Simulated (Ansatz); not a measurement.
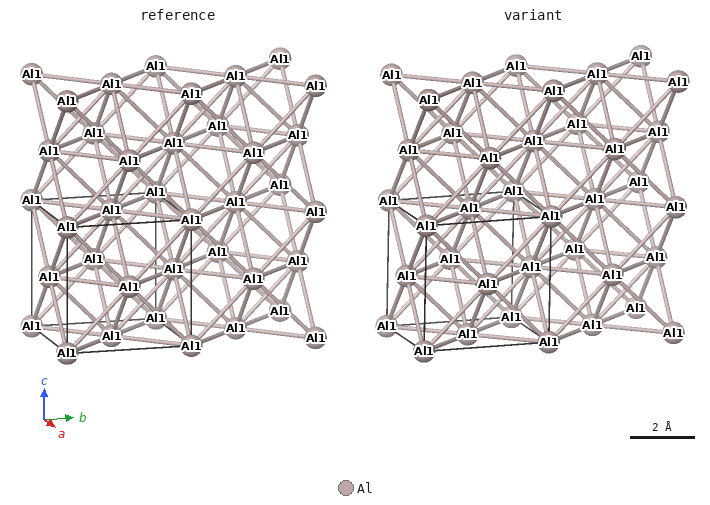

Left: crystalline Al (set up in Fm-3m). Right: the same structure after one change, at the same scale. The picture is a ball-and-stick view of the conventional cell (4 times the calculation's cell), repeated 1 × 2 × 2 with one cell outlined, seen slightly off an axis. Lengths and directions refer to the drawn axes.

Level of theory: DFT, PBEsol, PAW with Ansatz's default frozen-core files, scalar-relativistic (Ansatz). Set-up: plane-wave cutoff 420 eV; k-point mesh 14 × 14 × 14; occupations fermi dirac; smearing width 0.05 eV; no spin polarisation.

What distinguishes the right structure from the left one?

Answer. The cell is strained by +3.0 % along [1 1 1] and −1.5 % across it (volume −0.1 %), the atoms keeping their fractional coordinates. No relaxation follows.

And its effect?

Answer. Near-neighbour distances before and after: Al–Al 2.862 → 2.819 to 2.906 Å. The space group (tolerance 0.01 Å) goes from Fm-3m (No. 225) to R-3m (No. 166). The energy changes by less than 1 meV per atom. Pressure: −2.1 GPa before, −1.8 GPa after. The principal stresses (compression positive) are −2.1 GPa along [1 1 1] and −1.6 GPa across it. All forces vanish by symmetry.
